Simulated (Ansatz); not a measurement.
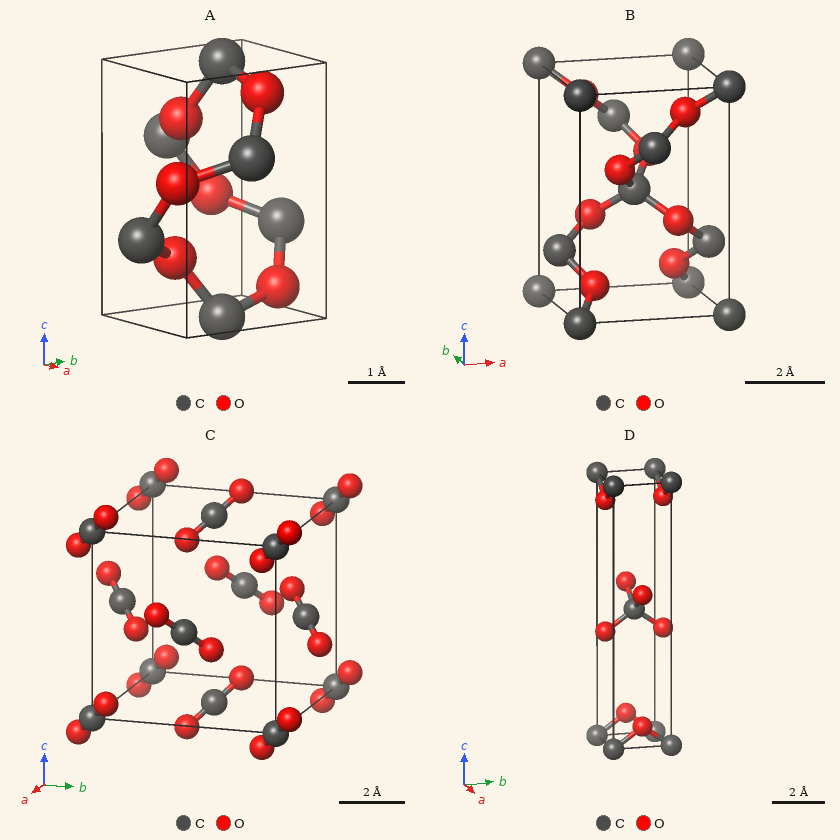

Four structures of CO₂, each relaxed to rest (conventional cells in solid outline, small ones repeated, each panel with its own scale). Method: DFT PBE, scalar-relativistic, plane waves, PAW (Ansatz), without spin polarisation.

Question: What are the structures shown?

Answer: A: 9 atoms a cell on a primitive hexagonal lattice, P3_121; B: 12 atoms a cell on a body-centred tetragonal lattice, I-42d; C: pyrite, Pa-3; D: 6 atoms a cell on a primitive tetragonal lattice, P4_2/nmc.

Question: Rank them by energy, lowest first.

Answer: C, then B (+493 meV/atom), A (+661 meV/atom) and D (+717 meV/atom), energies at zero smearing.

Question: Collect the results in a table.

Answer:
| panel | structure | E − E(lowest) (meV/atom) | volume (Å³/atom) | gap (eV) |
| --- | --- | --- | --- | --- |
| C | Pa-3 | 0 | 18.3 | 6.64 |
| B | I-42d | 493 | 7.8 | 7.71 |
| A | P3_121 | 661 | 7.4 | 6.14 |
| D | P4_2/nmc | 717 | 9.5 | 3.93 |

Some of these may be structure types tried for this composition rather than known phases, and the most stable form need not be among them. Gaps are taken on the k-mesh or band path of each run.
